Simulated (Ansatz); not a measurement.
**Run report: NiSi2, geometry relaxation (part 2 of 2)**

NiSi2 (I4/mmm, 3 atoms in the cell); DFT, PBE, PAW with Ansatz's default frozen-core files, scalar-relativistic, no spin polarisation (Ansatz 0.2.0); cutoff 420 eV, 14×14×14 k-mesh, Fermi–Dirac smearing of 0.05 eV. Its volume is 0.88 times that of the source entry. It belongs to a series of runs on one base structure; here: shape and atoms relaxed at 0.88 of the volume.

Geometry of the input (Å; fractional positions):
```
-1.5871  1.5871  3.3702
1.5871  -1.5871  3.3702
1.5871  1.5871  -3.3702
Ni 0.0000  0.0000  0.0000
Si 0.3321  0.3321  -0.0000
Si -0.3321  -0.3321  0.0000
```

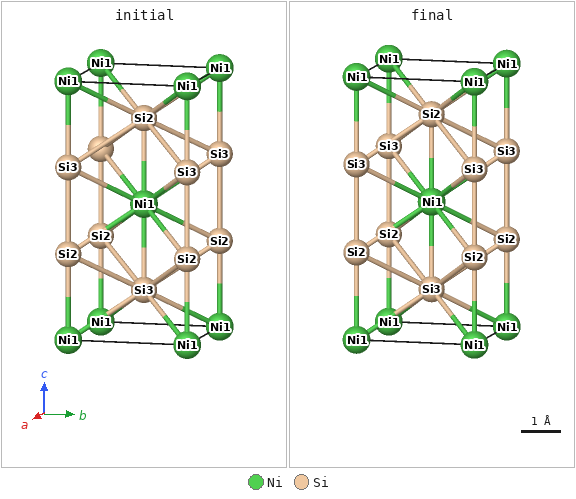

Fig. 1: Before (left) and after (right) the relaxation, at one scale (ball-and-stick view of the cell 2 times as large as that of the calculation, set on its symmetry axes, seen slightly off an axis). The energy falls by 8.9 meV per cell of the calculation in 4 geometry steps. The pressure goes from 23.73 to 22.97 GPa. The atoms keep their places relative to the cell (all moves are under 0.005 Å). The drawn cell changes at constant volume: a = b 3.174 → 3.148 Å (−0.8 %), c 6.740 → 6.853 Å (+1.7 %). Among the contacts that change: Ni1–Si2 2.239 → 2.278 Å, Si2–Si3 2.263 → 2.297 Å. The space group stays I4/mmm (No. 139). A last SCF at the same geometry on a re-selected plane-wave basis shifts the energy by −0.1 meV per cell of the calculation. (Atoms are counted from 1 in the order of the input.)

```
basis re-selected at this cell: Δ(F+E_penalty+E_count) = -6.132e-5 eV, ΔP = +0.000 GPa vs the last step (what re-selecting the basis moved, of the pressure what is left beyond the Pulay correction that the steps carried, after the strain that the cell walked since its last selection, with what the two solves' SCF thresholds leave and, on support functions, any second-order correction that the steps lacked; it is no measure of the basis error at this ecutwfc). This SCF's stress stands 1.87e-3 GPa from its target on what of the cell is left free (relax.cell.stress_tol is 6.00e-2 GPa) and its largest allowed force component is 3.19e-3 eV/Å (relax.f_tol is 5.00e-3 eV/Å): within both
SCF converged after 8 iterations
Free energy (F): -7111.001937 eV
Harris-Foulkes:  -7111.001937 eV  (|F-HF|=2.73e-12)
Internal energy: -7110.987006 eV  (E = F + TS)
E sigma→0 (E₀):  -7110.994471 eV
Entropy (-TS):   -0.014931 eV (-4.977 meV/atom)
Fermi energy:    16.020467 eV
--- Per-component energies (eV) ---
  E_band       = -272.171070
  E_kinetic    = 377.338585
  E_local      = -4615.478525  (includes V_loc(G=0)·N_el)
  E_nonlocal   = 688.964439
  E_hartree    = 2010.966770
  E_xc         = -201.148257
  E_vxc        = -210.911731  (∫ρ·V_xc dr)
  E_paw        = -2657.344305  (= ΣΔE_a)
  E_vpaw       = -534.017852  (= ΣTr[D̂ρ^β])
  E_aug_tail   = 0.000473  (compensation charges beyond the density's cutoff)
  E_ewald      = -2714.286186
  E_smearing   = -0.014931  (= −TS)
  E_closure    = -0.000000  (closes the sum)
  Σ components = -7111.001937   (vs F -7111.001937, Δ=0.00e0)
--- Forces (eV/Å), atoms counted from 1 ---
  atom   1  Ni     0.00000000     0.00000000     0.00000000
  atom   2  Si    -0.00000000    -0.00000000    -0.00318614
  atom   3  Si     0.00000000     0.00000000     0.00318614
  max |Σ_I F_I| component: 1.39e-17 eV/Å
--- Stress (GPa, compression-positive) ---
       22.975639       0.000000      -0.000000
        0.000000      22.975639      -0.000000
        0.000000       0.000000      22.972834
  P = ⅓ Tr σ = 22.9747 GPa (229.747 kbar)
--- Band table (eV; the first three rows and the last of 244) ---
  k-point 0: bands = ["-88.2478", "-48.8903", "-48.5552", "-48.5552", "0.6155", "9.6671", "11.8714", "11.8714", "12.3300", "13.2490", "13.3340", "15.7307", "17.6691", "17.6691", "18.1078", "18.1078", "18.3897"]
  k-point 1: bands = ["-88.2478", "-48.8903", "-48.5555", "-48.5555", "0.7650", "9.7458", "11.6697", "11.7093", "12.3166", "13.1166", "13.5031", "15.5333", "16.5786", "16.9050", "17.7972", "18.0479", "19.8259"]
  k-point 2: bands = ["-88.2477", "-48.8901", "-48.5565", "-48.5565", "1.2100", "9.9439", "11.1355", "11.3729", "12.2873", "12.6934", "13.6547", "15.2034", "15.8363", "16.1689", "17.0649", "18.0042", "21.7797"]
  k-point 243: bands = ["-88.2478", "-48.8909", "-48.5552", "-48.5552", "2.9798", "4.5257", "11.7683", "11.8874", "12.9165", "12.9165", "13.3226", "13.8173", "13.8173", "18.2959", "19.1271", "24.8330", "25.0431"]
--- Relaxed structure (5 steps of the walk, 5 accepted, 1 SCFs on fresh bases) ---
  F+E_penalty+E_count = -7111.00193655 eV   max|allowed force component| = 3.186e-3 eV/Å   (the final SCF, on the basis selected at the relaxed cell)
  cell:  # Å, volume = 33.9568 Å³
    - [-1.5739732780903348, 1.5739732780903348, 3.426669309636771]
    - [1.5739732780903348, -1.5739732780903348, 3.426669309636771]
    - [1.5739732780903348, 1.5739732780903348, -3.426669309636771]
  atoms:
    - { symbol: Ni, position: [-4.69143909173962e-21, -4.69143909173967e-21, -5.024622398207293e-35] }
    - { symbol: Si, position: [0.33241178215360867, 0.33241178215360867, 1.8012797276592186e-35] }
    - { symbol: Si, position: [-0.33241178215360867, -0.33241178215360867, 3.223342670548075e-35] }
```

### File rho_z.tsv
```
# z_ang	rho[e/angstrom^3]
# format = ansatz-planar-average/11
# lattice	-1.573973278	1.573973278	3.426669310
# lattice	1.573973278	-1.573973278	3.426669310
# lattice	1.573973278	1.573973278	-3.426669310
# sites	3
# site	28	-0.000000000	0.000000000	-0.000000000
# site	14	0.000000000	-0.000000000	2.278130504
# site	14	0.000000000	0.000000000	-2.278130504
0.000000	1.862026e0
0.136206	1.795742e0
0.272412	1.615753e0
0.408618	1.369199e0
0.544824	1.109867e0
0.681030	8.784341e-1
0.817235	6.942731e-1
0.953441	5.586632e-1
1.089647	4.631435e-1
1.225853	3.970428e-1
1.362059	3.515259e-1
1.498265	3.203969e-1
1.634471	2.993928e-1
1.770677	2.856390e-1
1.906883	2.776203e-1
2.043089	2.749433e-1
2.179295	2.776203e-1
2.315501	2.856390e-1
2.451706	2.993928e-1
2.587912	3.203969e-1
2.724118	3.515259e-1
2.860324	3.970428e-1
2.996530	4.631435e-1
3.132736	5.586632e-1
3.268942	6.942731e-1
3.405148	8.784341e-1
3.541354	1.109867e0
3.677560	1.369199e0
3.813766	1.615753e0
3.949972	1.795742e0
```

### File v_z.tsv
```
# z_ang	v_es[eV]	v_tot[eV]
# format = ansatz-planar-average/11
# xc	pbe
# density_cutoff_ev	1680
# datasets	Ni=:simpson_from_first_knot:soft	Si=:simpson_from_first_knot:soft
# lattice	-1.573973278	1.573973278	3.426669310
# lattice	1.573973278	-1.573973278	3.426669310
# lattice	1.573973278	1.573973278	-3.426669310
# sites	3
# site	28	-0.000000000	0.000000000	-0.000000000
# site	14	0.000000000	-0.000000000	2.278130504
# site	14	0.000000000	0.000000000	-2.278130504
0.000000	-7.128523e0	-2.151621e1
0.136206	-6.872335e0	-2.120994e1
0.272412	-6.114639e0	-2.030234e1
0.408618	-4.887633e0	-1.882859e1
0.544824	-3.243689e0	-1.684814e1
0.681030	-1.253653e0	-1.444301e1
0.817235	9.940736e-1	-1.172520e1
0.953441	3.391996e0	-8.849615e0
1.089647	5.809890e0	-6.005668e0
1.225853	8.095649e0	-3.377888e0
1.362059	1.009220e1	-1.108601e0
1.498265	1.167726e1	7.106911e-1
1.634471	1.280995e1	2.040771e0
1.770677	1.354162e1	2.908280e0
1.906883	1.395633e1	3.388532e0
2.043089	1.409364e1	3.542401e0
2.179295	1.395633e1	3.388532e0
2.315501	1.354162e1	2.908280e0
2.451706	1.280995e1	2.040771e0
2.587912	1.167726e1	7.106911e-1
2.724118	1.009220e1	-1.108601e0
2.860324	8.095649e0	-3.377888e0
2.996530	5.809890e0	-6.005668e0
3.132736	3.391996e0	-8.849615e0
3.268942	9.940736e-1	-1.172520e1
3.405148	-1.253653e0	-1.444301e1
3.541354	-3.243689e0	-1.684814e1
3.677560	-4.887633e0	-1.882859e1
3.813766	-6.114639e0	-2.030234e1
3.949972	-6.872335e0	-2.120994e1
```

### Trajectory as extended XYZ (Å, eV, eV/Å), 6 frames, from step=1 to step=6
```
3
Lattice="-1.5871 1.5871 3.3702 1.5871 -1.5871 3.3702 1.5871 1.5871 -3.3702" Properties=species:S:1:pos:R:3:forces:R:3 step=1 energy=-7110.99299 pressure_GPa=23.73
Ni    0.0000    0.0000    0.0000    0.0000   0.0000   0.0000
Si    0.0000    0.0000    2.2387    0.0000   0.0000   0.0000
Si    0.0000    0.0000   -2.2387    0.0000   0.0000   0.0000
3
Lattice="-1.5839 1.5839 3.3839 1.5839 -1.5839 3.3839 1.5839 1.5839 -3.3839" Properties=species:S:1:pos:R:3:forces:R:3 step=2 energy=-7110.99700 pressure_GPa=23.50
Ni    0.0000    0.0000    0.0000    0.0000   0.0000   0.0000
Si    0.0000    0.0000    2.2476    0.0000   0.0000   0.0146
Si    0.0000    0.0000   -2.2476    0.0000   0.0000  -0.0146
3
Lattice="-1.5759 1.5759 3.4182 1.5759 -1.5759 3.4182 1.5759 1.5759 -3.4182" Properties=species:S:1:pos:R:3:forces:R:3 step=3 energy=-7111.00170 pressure_GPa=23.06
Ni    0.0000    0.0000    0.0000    0.0000   0.0000   0.0000
Si    0.0000    0.0000    2.2727    0.0000   0.0000  -0.0188
Si    0.0000    0.0000   -2.2727    0.0000   0.0000   0.0188
3
Lattice="-1.5742 1.5742 3.4255 1.5742 -1.5742 3.4255 1.5742 1.5742 -3.4255" Properties=species:S:1:pos:R:3:forces:R:3 step=4 energy=-7111.00187 pressure_GPa=22.99
Ni    0.0000    0.0000    0.0000    0.0000   0.0000   0.0000
Si    0.0000    0.0000    2.2767    0.0000   0.0000   0.0145
Si    0.0000    0.0000   -2.2767    0.0000   0.0000  -0.0145
3
Lattice="-1.5740 1.5740 3.4267 1.5740 -1.5740 3.4267 1.5740 1.5740 -3.4267" Properties=species:S:1:pos:R:3:forces:R:3 step=5 energy=-7111.00187 pressure_GPa=22.97
Ni    0.0000    0.0000    0.0000    0.0000   0.0000   0.0000
Si    0.0000    0.0000    2.2781    0.0000   0.0000  -0.0032
Si    0.0000    0.0000   -2.2781    0.0000   0.0000   0.0032
3
Lattice="-1.5740 1.5740 3.4267 1.5740 -1.5740 3.4267 1.5740 1.5740 -3.4267" Properties=species:S:1:pos:R:3:forces:R:3 step=6 energy=-7111.00194 pressure_GPa=22.97
Ni    0.0000    0.0000    0.0000    0.0000   0.0000   0.0000
Si    0.0000    0.0000    2.2781    0.0000   0.0000  -0.0032
Si    0.0000    0.0000   -2.2781    0.0000   0.0000   0.0032
```

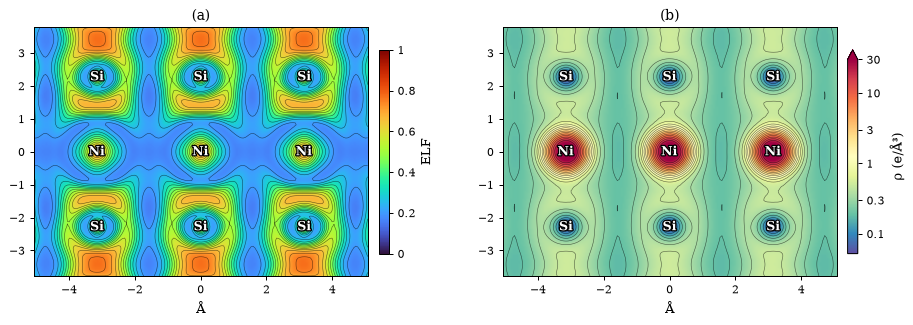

Fig. 2: (a) ELF; (b) valence electron density on the (010) plane of the conventional cell. The section cuts through Ni and Si sites. Si–Ni (2.28 Å): the density is about 0.5 e/Å³ at the midpoint; the ELF is about 0.40 at the midpoint. Away from the nuclei the density in this plane falls to 0.17 e/Å³ at its lowest. The strong features right at Ni lie inside the PAW spheres (semicore, d or f shells) and say nothing about bonding. The fields are those of the smooth PAW valence density.

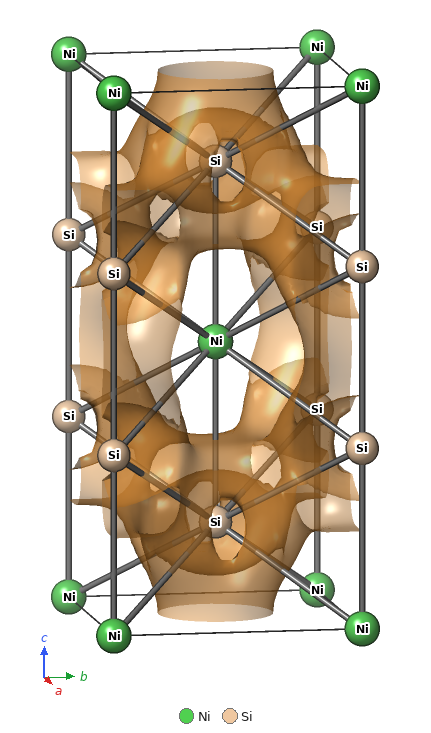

Fig. 3: Isosurface of the electron localisation function at 0.55 (orange), seen slightly off an axis. Core shells and regions of very low density are left out. Sticks mark near contacts. The outline is the cell set on symmetry axes. The ELF exceeds this value in one network that runs through the whole crystal, counted in one cell of 6 atoms. Along the contacts the grid gives the following. Si–Ni (2.28 Å): the ELF is about 0.40 at the midpoint.

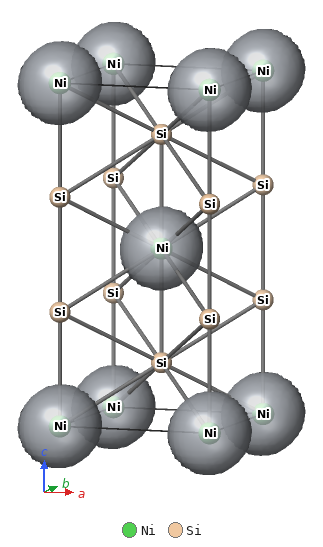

Fig. 4: Isosurface of the valence pseudo-density at 1 e/Å³ (grey), seen slightly off an axis. Sticks mark near contacts. The outline is the cell set on symmetry axes. At this value the density breaks into separate islands; it holds about 55 % of the electrons treated as valence (semicore included). It is pinched off along the Si–Ni (2.28 Å), Si–Si (2.30 Å), Si–Si (2.50 Å) and Si–Ni (2.50 Å) contacts. On the grid the lowest density along these lines, outside the cores, is 0.49 e/Å³ (Si–Ni, 2.28 Å), 0.49 e/Å³ (Si–Si, 2.30 Å), 0.41 e/Å³ (Si–Si, 2.50 Å) and 0.36 e/Å³ (Si–Ni, 2.50 Å).

### Summary

| quantity | value |
| --- | --- |
| outcome | converged |
| space group (tolerance 0.01 Å) | I4/mmm (139) |
| electrons treated | 26 |
| free energy | −7111.0019 eV |
| Fermi energy | 16.020 eV |
| pressure | 22.97 GPa |
| final volume | 33.96 Å³ |
| largest force (length of the vector) at the end | 0.003 eV/Å |
| final cell | a = 4.086 Å, b = 4.086 Å, c = 4.086 Å, α = 134.69°, β = 134.69°, γ = 66.01° |
| hardware | 1 thread of Intel Xeon (Granite Rapids), 32 GiB of memory available, shared host |
| wall time | 25 s |
| peak memory | 0.49 GiB |

### Notes

The run has no spin polarisation, so a magnetic state may lie lower. The cell is under a pressure of 23 GPa at this level, so it is not at its equilibrium volume.
